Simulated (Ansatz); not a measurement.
## Geometry relaxation of Si (part 2 of 2)

Si (Cmme, 8 atoms in the cell); DFT, PBE, plane waves, PAW (Ansatz 0.2.0); cutoff 420 eV, 8×8×6 k-mesh, Gaussian smearing of 0.1 eV. The structure was made by a generator, so it may or may not be a known phase. The run did not end well.

Geometry of the input (Å; fractional positions):
```
3.0277  -4.0588  0.0000
3.0277  4.0588  0.0000
0.0000  0.0000  6.7792
Si 0.7500  0.7500  0.8304
Si 0.7500  0.7500  0.1696
Si 0.2500  0.2500  0.8304
Si 0.2500  0.2500  0.1696
Si 0.9426  0.4426  0.3343
Si 0.0574  0.5574  0.6657
Si 0.5574  0.0574  0.3343
Si 0.4426  0.9426  0.6657
```

### Log, continued
```
SCF iter   1: F=—  HF=-5085.638150 eV  |F-HF|=—  |Δ(HF+E_count)|=         —  Δρ=5.17e-3  dr2=4.26e-2  ethr=7.20e-5  ⟨swp⟩=14.7  Hψ=34563  notcnv=31
eigensolver tolerance schedule calibrated: the retry pair's looser diagonalisation under-reported the residual by θ = 0.46 (0.15/decade); ethr = c·dr2/N_el runs at the constant in force after the calibration composes with the one it found (an armed cap, an earlier calibration), c = 4.7e-2
preconditioner: auto → Resta (q_TF=auto, 2.059 Å⁻¹)  ε∞=5.3  [insulator: Δε(μ)=0.665 eV  Ē_g=7.659 eV  σ=0.100 eV  W_gap=1.00  n_scr=24 (ndim 8)  ℏωp=16.0 eV  f_vac=0.000  D(μ)=0.00/eV (n_scr^D=0)  ε∞_Penn≈5.3]
SCF iter   2: F=—  HF=-5085.634737 eV  |F-HF|=—  |Δ(HF+E_count)|=   3.41e-3  Δρ=2.97e-3  dr2=1.29e-2  ethr=6.25e-5  ⟨swp⟩=2.0  Hψ=7849  notcnv=0  defer=4
iter 3 solved again at ethr=3.51e-7 eV; its pass at ethr=1.90e-5 eV (dr2=2.39e-4 eV) is discarded
SCF iter   3: F=—  HF=-5085.634908 eV  |F-HF|=—  |Δ(HF+E_count)|=   1.71e-4  Δρ=3.22e-4  dr2=2.79e-4  ethr=3.51e-7  ⟨swp⟩=3.9  Hψ=21217  notcnv=0
SCF iter   4: F=—  HF=-5085.634970 eV  |F-HF|=—  |Δ(HF+E_count)|=   6.26e-5  Δρ=8.13e-5  dr2=2.42e-5  ethr=3.51e-7  ⟨swp⟩=3.8  Hψ=10795  notcnv=0
SCF iter   5: F=—  HF=-5085.634972 eV  |F-HF|=—  |Δ(HF+E_count)|=   1.73e-6  Δρ=2.06e-5  dr2=1.11e-6  ethr=3.56e-8  ⟨swp⟩=3.0  Hψ=10028  notcnv=0
SCF iter   6: F=-5085.634974 eV  HF=-5085.634974 eV  |F-HF|=8.34e-8  |Δ(HF+E_count)|=   1.74e-6  Δρ=5.11e-6  dr2=1.10e-7  ethr=1.63e-9  ⟨swp⟩=4.0  Hψ=11687  notcnv=0
SCF 6 converged in 6 iterations: F = -5085.634974 eV  dr2 = 1.10e-7
  Residual-converged pass: ⟨swp⟩=3.1  Hψ=10511  notcnv=0  max |occ|·‖R‖ = 1.9e-5 eV (tolerance 1.9e-5 eV)  dr2=1.21e-7  dr2_onsite=7.21e-10  max |Δocc| = 1.9e-9
  greatest PAW one-centre occupation: 0.636 electrons in one spin orbital (limit 2), on the Si atom at site 6 (counted from 0), in its partial waves of l = 0
relax step   6: F+E_penalty+E_count = -5085.63497405 eV  Δ(F+E_penalty+E_count) = -1.142e-1 eV  max|allowed force component| = 1.772e-1 eV/Å  Δτ_max = 0.0571 Å  P = -0.087 GPa  Ω = 173.355 Å³  energy of the carried Pulay correction = -8.229e-4 eV  (6 SCF iters, dr2 threshold 8.00e-7 eV, accepted)
Crystal: 8 atoms, lattice volume = 172.884 Å³
Basis set: ecut = 420 eV, 3353 PW (Γ), exchange–correlation on 72×72×96 points (8 copies of the dense FFT grid, shifted against one another)
iter 1 solved again at ethr=4.95e-6 eV; its pass at ethr=1.00e-1 eV (dr2=1.58e-3 eV) is discarded
SCF iter   1: F=—  HF=-5085.648118 eV  |F-HF|=—  |Δ(HF+E_count)|=         —  Δρ=1.22e-3  dr2=2.46e-3  ethr=4.95e-6  ⟨swp⟩=14.2  Hψ=33878  notcnv=33
preconditioner: auto → Resta (q_TF=auto, 2.060 Å⁻¹)  ε∞=5.3  [insulator: Δε(μ)=0.661 eV  Ē_g=7.664 eV  σ=0.100 eV  W_gap=1.00  n_scr=24 (ndim 8)  ℏωp=16.0 eV  f_vac=0.000  D(μ)=0.00/eV (n_scr^D=0)  ε∞_Penn≈5.3]
SCF iter   2: F=—  HF=-5085.647901 eV  |F-HF|=—  |Δ(HF+E_count)|=   2.17e-4  Δρ=6.92e-4  dr2=6.86e-4  ethr=4.95e-6  ⟨swp⟩=2.0  Hψ=7840  notcnv=0
iter 3 solved again at ethr=3.27e-8 eV; its pass at ethr=2.14e-6 eV (dr2=1.05e-5 eV) is discarded
SCF iter   3: F=—  HF=-5085.647913 eV  |F-HF|=—  |Δ(HF+E_count)|=   1.25e-5  Δρ=8.57e-5  dr2=2.00e-5  ethr=3.27e-8  ⟨swp⟩=4.3  Hψ=21645  notcnv=0
eigensolver tolerance schedule calibrated: the retry pair's looser diagonalisation under-reported the residual by θ = 0.48 (0.26/decade); ethr = c·dr2/N_el runs at the constant in force after the calibration composes with the one it found (an armed cap, an earlier calibration), c = 1.4e-2
SCF iter   4: F=—  HF=-5085.647915 eV  |F-HF|=—  |Δ(HF+E_count)|=   1.26e-6  Δρ=2.56e-5  dr2=2.81e-6  ethr=9.06e-9  ⟨swp⟩=4.0  Hψ=12849  notcnv=0
SCF iter   5: F=-5085.647915 eV  HF=-5085.647914 eV  |F-HF|=8.17e-8  |Δ(HF+E_count)|=   3.10e-7  Δρ=5.32e-6  dr2=7.27e-8  ethr=1.27e-9  ⟨swp⟩=4.0  Hψ=12268  notcnv=0
SCF 7 converged in 5 iterations: F = -5085.647915 eV  dr2 = 7.27e-8
  Residual-converged pass: ⟨swp⟩=3.0  Hψ=9647  notcnv=0  max |occ|·‖R‖ = 1.8e-5 eV (tolerance 1.9e-5 eV)  dr2=7.31e-8  dr2_onsite=2.95e-10  max |Δocc| = 7.0e-11
  greatest PAW one-centre occupation: 0.636 electrons in one spin orbital (limit 2), on the Si atom at site 7 (counted from 0), in its partial waves of l = 0
relax step   7: F+E_penalty+E_count = -5085.64791451 eV  Δ(F+E_penalty+E_count) = -1.294e-2 eV  max|allowed force component| = 1.513e-2 eV/Å  Δτ_max = 0.0175 Å  P = +0.012 GPa  Ω = 172.884 Å³  energy of the carried Pulay correction = -7.664e-4 eV  (5 SCF iters, dr2 threshold 8.00e-7 eV, accepted)
Crystal: 8 atoms, lattice volume = 172.901 Å³
iter 1 solved again at ethr=1.67e-7 eV; its pass at ethr=1.00e-1 eV (dr2=5.35e-5 eV) is discarded
SCF iter   1: F=—  HF=-5085.648037 eV  |F-HF|=—  |Δ(HF+E_count)|=         —  Δρ=1.67e-4  dr2=4.04e-5  ethr=1.67e-7  ⟨swp⟩=13.8  Hψ=30762  notcnv=7
```

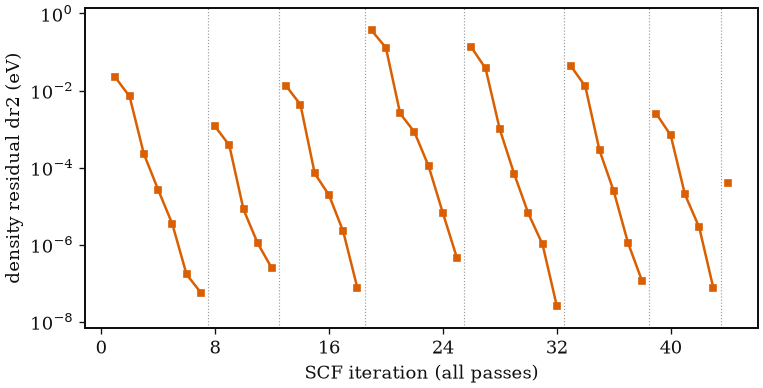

*Convergence of the self-consistent field: density residual dr2 against the SCF iteration. Dotted lines part the SCF passes that the log prints in full.*

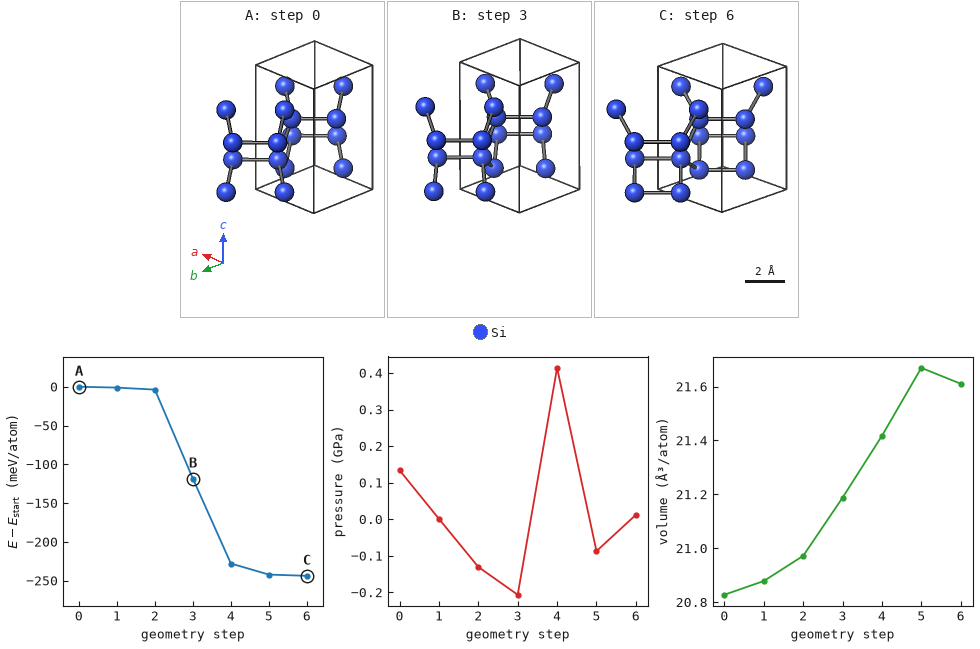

*Frames of the relaxation (ball-and-stick view of the cell of the calculation, repeated 1 × 2 × 1, seen at an oblique angle) above the curves, on which the letters mark them (the first geometry is step 0 here and step 1 in the log).*

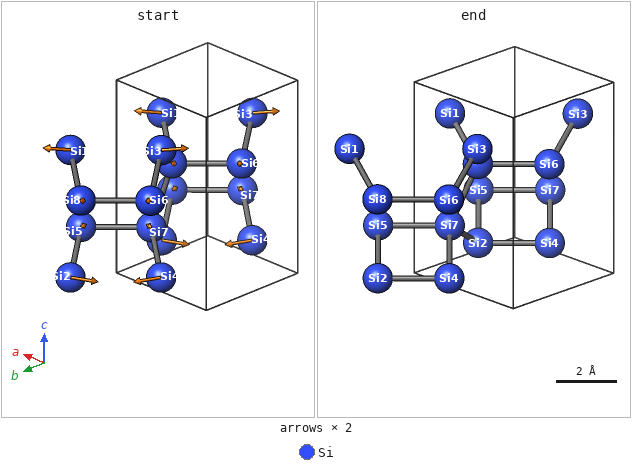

*Before (left) and after (right) the relaxation, at one scale (ball-and-stick view of the cell of the calculation, repeated 1 × 2 × 1, seen at an oblique angle). The orange arrows give the displacements (without the part carried along by the change of the cell), magnified 2 times.*

The run was cut off at its time limit before the relaxation converged, so the last structure is only a point on the way. The largest moves relative to the cell, 0.48 Å, are those of Si1 and Si2. The volume changes by +3.8 %, with a 5.064 → 5.104 Å (+0.8 %), b 5.064 → 5.107 Å (+0.8 %), c 6.779 → 6.707 Å (−1.1 %), γ 106.6° → 98.5°. Among the contacts that change: Si2–Si4 3.028 → 2.390 Å, Si1–Si3 3.023 → 2.390 Å, Si6–Si8 2.326 → 2.390 Å, Si1–Si6 2.325 → 2.386 Å. Among the angles that change: Si4–Si5–Si7 98.2° → 113.6°, Si1–Si8–Si6 98.8° → 113.7°, Si4–Si3–Si6 118.6° → 107.7°. The space group (tolerance 0.01 Å) goes from P1 (No. 1) to Cmce (No. 64). After 6 geometry steps the energy has fallen by 244 meV per atom. The largest force component goes from 0.26 to 0.015 eV/Å. Pressure: 0.13 GPa at the start and 0.01 GPa at the end. (Atoms are counted from 1 in the order of the input.)

```
preconditioner: auto → Resta (q_TF=auto, 2.060 Å⁻¹)  ε∞=5.3  [insulator: Δε(μ)=0.649 eV  Ē_g=7.664 eV  σ=0.100 eV  W_gap=1.00  n_scr=24 (ndim 8)  ℏωp=16.0 eV  f_vac=0.000  D(μ)=0.00/eV (n_scr^D=0)  ε∞_Penn≈5.3]
Step cancelled. What follows is not a result of the run: it is the report of the last solve that finished, which converged after 5 SCF iterations.
Free energy (F): -5085.647915 eV
Harris-Foulkes:  -5085.647914 eV  (|F-HF|=8.17e-8)
Internal energy: -5085.647915 eV  (E = F + TS)
E sigma→0 (E₀):  -5085.647915 eV
Fermi energy:    5.911340 eV
--- Per-component energies (eV) ---
  E_band       = 15.950769
  E_kinetic    = 319.874013
  E_local      = -280.541847  (includes V_loc(G=0)·N_el)
  E_nonlocal   = 207.070971
  E_hartree    = 80.437077
  E_xc         = -439.991597
  E_vxc        = -371.857338  (∫ρ·V_xc dr)
  E_paw        = -4101.883687  (= ΣΔE_a)
  E_vpaw       = -19.468906  (= ΣTr[D̂ρ^β])
  E_aug_tail   = 0.000069  (compensation charges beyond the density's cutoff)
  E_ewald      = -870.612913
  E_smearing   = -0.000000  (= −TS)
  E_closure    = 0.000000  (closes the sum)
  Σ components = -5085.647915   (vs F -5085.647915, Δ=0.00e0)
--- Forces (eV/Å), atoms counted from 1 ---
  atom   1  Si    -0.00384503    -0.01067806    -0.00556901
  atom   2  Si     0.00005308    -0.00745089     0.00904879
  atom   3  Si    -0.01161509    -0.01442894    -0.01087283
  atom   4  Si     0.00121132    -0.01331885     0.01062188
  atom   5  Si     0.00345802     0.01513472    -0.01173268
  atom   6  Si     0.00405468     0.00912636     0.01015034
  atom   7  Si     0.00409898     0.00869234    -0.01436093
  atom   8  Si     0.00259332     0.01292442     0.01271447
  max |Σ_I F_I| component: 9.28e-6 eV/Å
--- Stress (GPa, compression-positive) ---
       -0.038660      -0.019074      -0.012244
       -0.019074       0.000313      -0.022310
       -0.012244      -0.022310       0.016808
  P = ⅓ Tr σ = -0.0072 GPa (-0.072 kbar)
--- Band table (eV; the first three rows and the last of 196) ---
  k-point 0: bands = ["-6.2767", "-4.3633", "-2.4886", "-2.3517", "-1.8572", "0.0177", "0.2105", "0.7370", "1.5384", "1.7226", "2.6102", "2.7276", "3.1457", "3.7530", "4.2609", "4.6752", "6.2402", "6.4783", "7.1793", "7.6056", "7.9520", "7.9869", "9.3995", "9.4139"]
  k-point 1: bands = ["-6.2018", "-4.6404", "-2.3000", "-2.1304", "-1.8516", "-0.0329", "0.0678", "0.5374", "1.6002", "1.7456", "2.4964", "3.0336", "3.4326", "3.4804", "4.2510", "4.4079", "6.4759", "6.5051", "7.4766", "7.6907", "7.9387", "8.3635", "8.9021", "9.1248"]
  k-point 2: bands = ["-5.9797", "-5.1483", "-2.1604", "-1.8738", "-1.4127", "-0.2408", "-0.1297", "0.1649", "1.7961", "1.8250", "2.2478", "2.8080", "3.6893", "3.9789", "4.1860", "4.1982", "6.5663", "6.7932", "7.8121", "7.9070", "8.0754", "8.1301", "8.2862", "8.8498"]
  k-point 195: bands = ["-4.2795", "-4.2771", "-3.3846", "-3.3832", "-2.9214", "-2.9210", "0.8331", "0.8335", "2.3936", "2.3945", "2.7400", "2.7436", "4.3982", "4.3993", "4.7712", "4.7722", "6.4289", "6.4334", "8.6620", "8.6633", "9.2717", "9.2721", "9.5118", "9.5140"]
End of that report.
Error: SIGTERM received: cancelled by the caller after 1 completed SCF iterations
```

### Trajectory as extended XYZ (Å, eV, eV/Å), 7 frames, from step=1 to step=7
```
8
Lattice="3.0277 -4.0588 0.0000 3.0277 4.0588 0.0000 0.0000 0.0000 6.7792" Properties=species:S:1:pos:R:3:forces:R:3 step=1 energy=-5083.69740 pressure_GPa=0.13
Si    4.5425   -0.0097    5.6272   -0.0263   0.2561   0.0416
Si    4.5435    0.0088    1.1543   -0.0270  -0.1480  -0.0595
Si    1.5095    0.0083    5.6328   -0.0116   0.0049  -0.0336
Si    1.5151    0.0066    1.1575    0.0111  -0.0138  -0.0321
Si    4.2001   -2.0256    2.2736   -0.0667   0.0631   0.0355
Si    1.8606    2.0393    4.5112   -0.1097  -0.1613  -0.0771
Si    1.8528   -2.0289    2.2615    0.0529   0.0909   0.2097
Si    4.1867    2.0362    4.5128    0.1772  -0.0919  -0.0845
8
Lattice="3.0345 -4.0426 0.0030 3.0345 4.0427 -0.0006 0.0027 -0.0030 6.8079" Properties=species:S:1:pos:R:3:forces:R:3 step=2 energy=-5083.70624 pressure_GPa=0.00
Si    4.5567   -0.0003    5.6580    0.0307   0.0754   0.0056
Si    4.5526    0.0034    1.1575   -0.0305  -0.0336  -0.0116
Si    1.5129    0.0031    5.6575   -0.0434   0.0096  -0.0164
Si    1.5201    0.0051    1.1562    0.0250  -0.0016   0.0005
Si    4.2052   -2.0180    2.2927   -0.0243   0.0111   0.0105
Si    1.8645    2.0254    4.5256   -0.0248  -0.0565  -0.0341
Si    1.8623   -2.0190    2.2840    0.0206   0.0218   0.0775
Si    4.2012    2.0232    4.5239    0.0467  -0.0263  -0.0321
8
Lattice="3.0522 -4.0021 -0.0001 3.0517 4.0018 0.0037 0.0041 0.0032 6.8683" Properties=species:S:1:pos:R:3:forces:R:3 step=3 energy=-5083.72698 pressure_GPa=-0.13
Si    4.6127    0.0145    5.7163    0.3979  -0.0444  -0.0274
Si    4.5633    0.0059    1.1576   -0.2492   0.0916   0.0593
Si    1.4910    0.0101    5.7153   -0.3840   0.0508  -0.0079
Si    1.5426    0.0038    1.1578    0.2529   0.0522   0.0398
Si    4.2210   -1.9968    2.3195    0.0338  -0.0761  -0.0306
Si    1.8791    2.0016    4.5491    0.0672   0.0132   0.0533
Si    1.8840   -1.9975    2.3301   -0.0216  -0.0737  -0.1357
Si    4.2273    2.0041    4.5563   -0.0969  -0.0137   0.0492
8
Lattice="3.1002 -3.9522 0.0075 3.0958 3.9489 0.0009 0.0094 -0.0055 6.9248" Properties=species:S:1:pos:R:3:forces:R:3 step=4 energy=-5084.64484 pressure_GPa=-0.21
Si    4.8842    0.0534    5.7836    1.5586  -0.3121   0.0377
Si    4.4361    0.0074    1.1604   -1.4884   0.5384   0.0143
Si    1.3183    0.0158    5.7649   -1.4743   0.2216   0.1702
Si    1.7585    0.0181    1.1474    1.5092   0.2547  -0.0003
Si    4.2649   -1.9957    2.3655    0.0744  -0.3709  -0.1136
Si    1.9180    1.9425    4.5740    0.3714   0.0774   0.1610
Si    1.9365   -1.9870    2.3806   -0.0260  -0.3887  -0.4940
Si    4.2941    1.9445    4.5702   -0.5249  -0.0206   0.2246
8
Lattice="3.2121 -3.9052 0.0088 3.2082 3.9023 -0.0001 0.0097 -0.0075 6.8362" Properties=species:S:1:pos:R:3:forces:R:3 step=5 energy=-5085.52077 pressure_GPa=0.41
Si    5.2339    0.0707    5.7301    0.1745  -0.2353   0.1537
Si    4.3931    0.0357    1.1287    0.0872   0.4470  -0.1146
Si    1.1970    0.0365    5.7113   -0.1043   0.2008   0.2710
Si    2.0229    0.0446    1.1148   -0.0629   0.2326  -0.1104
Si    4.3824   -1.9982    2.3330    0.2743  -0.3192  -0.0938
Si    2.0291    1.8956    4.5171    0.1191   0.0612   0.1188
Si    2.0436   -1.9902    2.3444   -0.2368  -0.3412  -0.3929
Si    4.4060    1.8974    4.5140   -0.2510  -0.0458   0.1682
8
Lattice="3.3642 -3.8748 -0.0113 3.3585 3.8705 0.0079 -0.0038 0.0160 6.6586" Properties=species:S:1:pos:R:3:forces:R:3 step=6 energy=-5085.63497 pressure_GPa=-0.09
Si    5.5213    0.0853    5.5810   -0.0824  -0.0645   0.0694
Si    4.5516    0.0721    1.0788    0.1488   0.0950  -0.0853
Si    1.1893    0.0798    5.5806    0.1053   0.0403   0.1028
Si    2.1650    0.0737    1.0803   -0.1348   0.0355  -0.1011
Si    4.5507   -1.9984    2.2454    0.1772  -0.0609   0.0724
Si    2.1621    1.8816    4.4056   -0.0992   0.0320  -0.0123
Si    2.1719   -1.9959    2.2580   -0.1766  -0.0683  -0.0500
Si    4.5511    1.8822    4.4048    0.0617  -0.0092   0.0040
8
Lattice="3.3320 -3.8659 -0.0004 3.3344 3.8677 0.0012 0.0010 0.0013 6.7067" Properties=species:S:1:pos:R:3:forces:R:3 step=7 energy=-5085.64791 pressure_GPa=0.01
Si    5.4724    0.0738    5.6289   -0.0038  -0.0107  -0.0056
Si    4.5271    0.0712    1.0824    0.0001  -0.0075   0.0090
Si    1.1964    0.0725    5.6284   -0.0116  -0.0144  -0.0109
Si    2.1371    0.0714    1.0821    0.0012  -0.0133   0.0106
Si    4.5249   -1.9952    2.2756    0.0035   0.0151  -0.0117
Si    2.1374    1.8737    4.4355    0.0041   0.0091   0.0101
Si    2.1350   -1.9953    2.2749    0.0041   0.0087  -0.0144
Si    4.5272    1.8735    4.4360    0.0026   0.0129   0.0127
```

### Outcome

| quantity | value |
| --- | --- |
| outcome | stopped at the time limit |
| space group (tolerance 0.01 Å) | Cmme (67) → Cmce (64) |
| final cell | a = 5.104 Å, b = 5.107 Å, c = 6.707 Å, α = 89.97°, β = 90.01°, γ = 98.48° |
| hardware | 1 thread of AMD EPYC (Zen 5), 16 GiB of memory available, shared host |
| wall time | 3.8 min |
| peak memory | 0.7 GiB |

### Diagnosis

Settings chosen away from the usual ones: scf.eigensolver.kind set to davidson; crystal.symmetry set to {"detect": false}. The run was cut off by its time limit, so the output is incomplete.
